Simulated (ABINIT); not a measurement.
# Positron calculation of Sn (part 1 of 2)

- system: Sn (2 atoms in the cell)
- method: Kohn-Sham DFT of a periodic cell, LDA-Teter, JTH PAW LDA v2.0, no spin polarisation (ABINIT 10.8.3)

The structure derives from an entry of the Crystallography Open Database. The geometry was changed: volume scaled by 0.96.

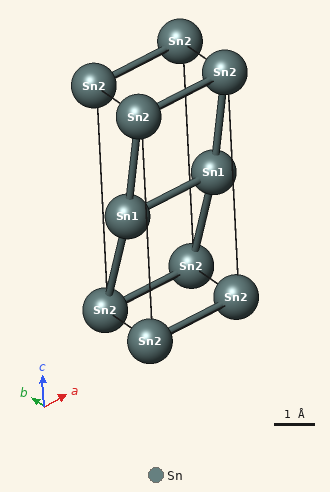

*The structure (ball-and-stick view of the cell of the calculation, set on other vectors, seen slightly off an axis; atoms are numbered from 1 in the order of the input). An atom can appear more than once, as a periodic image.*

### The input
```
ndtset 2

pp_dirpath "./"
pseudos "Sn.LDA_PW-JTH.xml"

structure "poscar:POSCAR"
natom 2
chkprim 0
chksymtnons 0
tolsym 1.0e-6

ecut 22.0
pawecutdg 44.0

ixc 1

nstep 80

iomode 3
prteig 0
prtebands 0
prtwf 0

kptopt1 1
ngkpt1 6 6 4
nshiftk1 1
shiftk1 0.0 0.0 0.0
nband1 18
occopt1 6
tsmear1 0.00734986
tolvrs1 1.0e-10
prtden1 1

positron2 1
ixcpositron2 11
getden2 1
kptopt2 0
nkpt2 1
kpt2 0.0 0.0 0.0
nband2 1
occopt2 2
occ2 1.0
posocc2 1.0
toldfe2 1.0e-7
nline2 10
nnsclo2 2
optforces2 0
optstress2 0
prtden2 0
```

### File POSCAR
```
Sn
1.0
    0.0000000000      3.1385014858      0.0000000000
    1.5692507429      1.5692507429     -2.8762444938
   -4.7077522287      1.5692507429     -2.8762444938
Sn
2
Direct
    0.9642255200      0.5429496700      0.5028179200  Sn
    0.0357744800      0.9570503300      0.9971820800  Sn
```

Run on 1 thread of Arm Neoverse V1, 112 GiB of memory available, shared host.

Launch command:
```bash
abinit run.abi > log 2>&1
```

### Output
```
.Version 10.8.3 of ABINIT
 DATASET    1 : space group P-1 (#  2); Bravais aP (primitive triclinic)
================================================================================
 Values of the parameters that define the memory need for DATASET  1.
     intxc =       0    ionmov =       0      iscf =      17    lmnmax =      18
     lnmax =       6     mgfft =      48  mpssoang =       3    mqgrid =    3110
     natom =       2  nloc_mem =       2    nspden =       1   nspinor =       1
    nsppol =       1      nsym =       2    n1xccc =       1    ntypat =       1
    occopt =       6   xclevel =       1
       mpw =        1909          nfft =       38880          nkpt =          76
 PAW method is used; the additional fine FFT grid is defined by:
   mgfftf=        72    nfftf =    116640
================================================================================
================================================================================

 DATASET    2 : space group P-1 (#  2); Bravais aP (primitive triclinic)
================================================================================
 Values of the parameters that define the memory need for DATASET  2.
     intxc =       0    ionmov =       0      iscf =      17    lmnmax =      18
     lnmax =       6     mgfft =      48  mpssoang =       3    mqgrid =    3110
     natom =       2  nloc_mem =       2    nspden =       1   nspinor =       1
    nsppol =       1      nsym =       2    n1xccc =       1    ntypat =       1
    occopt =       2   xclevel =       1
       mpw =         942          nfft =       38880          nkpt =           1
 PAW method is used; the additional fine FFT grid is defined by:
   mgfftf=        72    nfftf =    116640
================================================================================
================================================================================

--------------------------------------------------------------------------------
------------- Echo of variables that govern the present computation ------------
--------------------------------------------------------------------------------
 -outvars: echo values of preprocessed input variables --------
            acell      1.0000000000E+00  1.0000000000E+00  1.0000000000E+00 Bohr
              amu      1.18710000E+02
          chkprim           0
      chksymtnons           0
             ecut      2.20000000E+01 Hartree
           getden1          0
           getden2          1
                       outvar_i_n : Printing only first  50 k-points.
      ixcpositron1          1
      ixcpositron2         11
           jdtset        1    2
                       outvar_i_n : Printing only first  50 k-points.
           kptopt1          1
           kptopt2          0
         kptrlatt        6    0    0      0    6    0      0    0    4
          kptrlen1     3.55854495E+01
          kptrlen2     3.00000000E+01
            natom           2
            nband1         18
            nband2          1
           ndtset           2
            ngfft          27      30      48
          ngfftdg          36      45      72
             nkpt1         76
             nkpt2          1
            nline1          4
            nline2         10
           nnsclo1          0
           nnsclo2          2
            nstep          80
             nsym           2
           ntypat           1
                       prtocc : prtvol=0, do not print more k-points.
           occopt1          6
           occopt2          2
        optforces1          2
        optforces2          0
        optstress1          1
        optstress2          0
        pawecutdg      4.40000000E+01 Hartree
         positron1          0
         positron2          1
           prtden1          1
           prtden2          0
        prtebands           0
           prteig           0
            prtwf           0
            rprim      0.0000000000E+00  5.9309082539E+00  0.0000000000E+00
                       2.9654541270E+00  2.9654541270E+00 -5.4353143644E+00
                      -8.8963623809E+00  2.9654541270E+00 -5.4353143644E+00
           shiftk1     0.00000000E+00  0.00000000E+00  0.00000000E+00
           shiftk2     5.00000000E-01  5.00000000E-01  5.00000000E-01
          spgroup           2
           toldfe1     0.00000000E+00 Hartree
           toldfe2     1.00000000E-07 Hartree
           tolsym      1.00000000E-06
           tolvrs1     1.00000000E-10
           tolvrs2     0.00000000E+00
           tsmear1     7.34986000E-03 Hartree
           tsmear2     1.00000000E-02 Hartree
            typat      1  1
           useylm           1
                       outvars : Printing only first  50 k-points.
           xangst     -1.5151180105E+00  4.6672947947E+00 -3.0078832725E+00
                      -3.1926342182E+00  3.1789589198E+00 -5.6208502089E+00
            xcart     -2.8631580883E+00  8.8199089108E+00 -5.6840756038E+00
                      -6.0332042926E+00  6.0073617240E+00 -1.0621867490E+01
             xred      9.6422552000E-01  5.4294967000E-01  5.0281792000E-01
                       3.5774480000E-02  9.5705033000E-01  9.9718208000E-01
            znucl       50.00000

================================================================================

 chkinp: Checking input parameters for consistency, jdtset=   1.

 chkinp: Checking input parameters for consistency, jdtset=   2.

================================================================================
== DATASET  1 ==================================================================

--- !DatasetInfo
iteration_state: {dtset: 1, }
dimensions: {natom: 2, nkpt: 76, mband: 18, nsppol: 1, nspinor: 1, nspden: 1, mpw: 1909, }
cutoff_energies: {ecut:  22.0, pawecutdg:  44.0, }
electrons: {nelect:   2.80000000E+01, charge:   0.00000000E+00, occopt:   6.00000000E+00, tsmear:   7.34986000E-03, }
meta: {optdriver: 0, ionmov: 0, optcell: 0, iscf: 17, paral_kgb: 0, }
...

 Exchange-correlation functional for the present dataset will be:
  LDA: new Teter (4/93) with spin-polarized option - ixc=1
  S. Goedecker, M. Teter, J. Huetter, PRB 54, 1703 (1996)

 Real(R)+Recip(G) space primitive vectors, cartesian coordinates (Bohr,Bohr^-1):
 R(1)=  0.0000000  5.9309083  0.0000000  G(1)=  0.0000000  0.1686082  0.0919910
 R(2)=  2.9654541  2.9654541 -5.4353144  G(2)=  0.0843041  0.0000000 -0.1379865
 R(3)= -8.8963624  2.9654541 -5.4353144  G(3)= -0.0843041  0.0000000 -0.0459955
 Unit cell volume ucvol=  3.8238168E+02 bohr^3
 Angles (23,13,12)=  8.07548252E+01  7.41217830E+01  6.44081941E+01 degrees

 Coarse grid specifications (used for wave-functions):

 getcut: wavevector=  0.0000  0.0000  0.0000  ngfft=  27  30  48
         ecut(hartree)=     22.000   => boxcut(ratio)=   2.07086

 Fine grid specifications (used for densities):

 getcut: wavevector=  0.0000  0.0000  0.0000  ngfft=  36  45  72
         ecut(hartree)=     44.000   => boxcut(ratio)=   2.03278

--- Pseudopotential description ------------------------------------------------
- pspini: atom type   1  psp file is ./Sn.LDA_PW-JTH.xml
 Pseudopotential format is: paw10
 basis_size (lnmax)=  6 (lmn_size= 18), orbitals=   0   0   1   1   2   2
 Spheres core radius: rc_sph= 2.51086398
 Shapefunction is BESSEL type: shapef(r,l)=aa(1,l)*jl(q(1,l)*r)+aa(2,l)*jl(q(2,l)*r)
 Radius for shape functions =  1.40702157
 Compensation charge density is not taken into account in XC energy/potential

   1.38152070E+03                                ecore*ucvol(ha*bohr**3)
--------------------------------------------------------------------------------

================================================================================

--- !BeginCycle
iteration_state: {dtset: 1, }
solver: {iscf: 17, nstep: 80, nline: 4, wfoptalg: 10, }
tolerances: {tolvrs: 1.00E-10, }
...

     iter   Etot(hartree)      deltaE(h)  residm     nres2
 ETOT  1  -139.61220837172    -1.396E+02 2.820E-01 8.658E-01
 ETOT  2  -139.73440784933    -1.222E-01 5.431E-02 2.148E-01
 ETOT  3  -139.73418364376     2.242E-04 9.745E-03 4.006E-02
 ETOT  4  -139.73414188543     4.176E-05 9.420E-03 7.336E-04
 ETOT  5  -139.73414068725     1.198E-06 3.973E-03 8.270E-06
 ETOT  6  -139.73414069372    -6.466E-09 1.728E-03 2.578E-07
 ETOT  7  -139.73414069382    -1.051E-10 9.245E-04 8.943E-08
 ETOT  8  -139.73414069369     1.355E-10 3.631E-04 5.917E-09
 ETOT  9  -139.73414069368     2.927E-12 2.665E-04 4.031E-10
 ETOT 10  -139.73414069368    -4.547E-13 1.515E-04 3.228E-11

 At SCF step   10       nres2   =  3.23E-11 < tolvrs=  1.00E-10 =>converged.

 Cartesian components of stress tensor (hartree/bohr^3)
  sigma(1 1)=  1.12365324E-04  sigma(3 2)= -2.93733304E-07
  sigma(2 2)=  1.16761921E-04  sigma(3 1)=  1.03095451E-05
  sigma(3 3)=  1.72308831E-04  sigma(2 1)=  8.04236328E-06

--- !ResultsGS
iteration_state: {dtset: 1, }
comment   : Summary of ground state results
lattice_vectors:
- [  0.0000000,   5.9309083,   0.0000000, ]
- [  2.9654541,   2.9654541,  -5.4353144, ]
- [ -8.8963624,   2.9654541,  -5.4353144, ]
lattice_lengths: [   5.93091,    6.86516,   10.83890, ]
lattice_angles: [ 80.755,  74.122,  64.408, ] # degrees, (23, 13, 12)
lattice_volume:   3.8238168E+02
convergence: {deltae: -4.547E-13, res2:  3.228E-11, residm:  1.515E-04, diffor: null, }
etotal    :  -1.39734141E+02
entropy   :   0.00000000E+00
fermie    :   2.21890082E-01
cartesian_stress_tensor: # hartree/bohr^3
- [  1.12365324E-04,   8.04236328E-06,   1.03095451E-05, ]
- [  8.04236328E-06,   1.16761921E-04,  -2.93733304E-07, ]
- [  1.03095451E-05,  -2.93733304E-07,   1.72308831E-04, ]
pressure_GPa:  -3.9369E+00
xred      :
- [  9.6423E-01,   5.4295E-01,   5.0282E-01, Sn]
- [  3.5774E-02,   9.5705E-01,   9.9718E-01, Sn]
cartesian_forces: # hartree/bohr
- [ -3.68109194E-03,  -7.09072324E-05,  -1.75864148E-03, ]
- [  3.68109194E-03,   7.09072324E-05,   1.75864148E-03, ]
force_length_stats: {min:   4.08023106E-03, max:   4.08023106E-03, mean:   4.08023106E-03, }
...

 Integrated electronic density in atomic spheres:
 ------------------------------------------------
 Atom  Sphere_radius  Integrated_density
    1        2.51086         11.86822962
    2        2.51086         11.86868365

================================================================================

 ----iterations are completed or convergence reached----

 Mean square residual over all n,k,spin=   36.136E-08; max=  15.155E-05
 reduced coordinates (array xred) for    2 atoms
       0.964225520000      0.542949670000      0.502817920000
       0.035774480000      0.957050330000      0.997182080000
 rms dE/dt=  2.4323E-02; max dE/dt=  4.2097E-02; dE/dt below (all hartree)
    1       0.000420544290      0.001567612132     -0.042096824974
    2      -0.000420544290     -0.001567612132      0.042096824974

 cartesian coordinates (angstrom) at end:
    1     -1.51511801050549     4.66729479467452    -3.00788327253200
    2     -3.19263421819451     3.17895891982548    -5.62085020886800
```
